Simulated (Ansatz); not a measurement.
Consider C.

```yaml
crystal:
  lattice:
    - [1.78340, 1.78340, 3.56680]
    - [1.78340, -1.78340, 0.00000]
    - [1.78340, 1.78340, -3.56680]
  atoms:
    - { symbol: C, position: [0.57280, 0.50000, 0.68750] }
    - { symbol: C, position: [0.07280, 0.00000, 0.68750] }
    - { symbol: C, position: [0.55220, 0.00000, 0.18750] }
    - { symbol: C, position: [0.05220, 0.50000, 0.18750] }
    - { symbol: C, position: [0.94780, 0.50000, 0.81250] }
    - { symbol: C, position: [0.44780, 0.00000, 0.81250] }
    - { symbol: C, position: [0.92720, 0.00000, 0.31250] }
    - { symbol: C, position: [0.42720, 0.50000, 0.31250] }
```

Space group C2/m; not relaxed (largest force 0.6 eV/Å); computed pressure about −3 GPa in this cell.

Method: DFT r2SCAN, scalar-relativistic, plane waves, PAW (Ansatz).

What can the converged valence pseudo-density and electron localisation function tell about the bonding?

Answer. C–C (1.54 Å): the density is about 1.7 e/Å³ at the midpoint; the ELF peaks at about 0.95 between the atoms (a shared electron pair).

Does the calculation make it a metal, or give it a gap?

Answer. It is gapped, with a Kohn–Sham gap of 4.3 eV on the k-point mesh (the band edges may lie off the mesh, which would make the gap smaller).

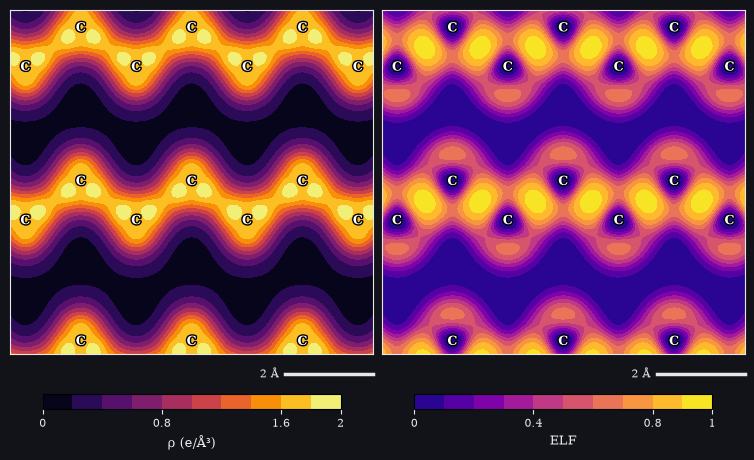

Computed valence pseudo-density and electron localisation function on the (101) plane of the conventional cell, in this order. 
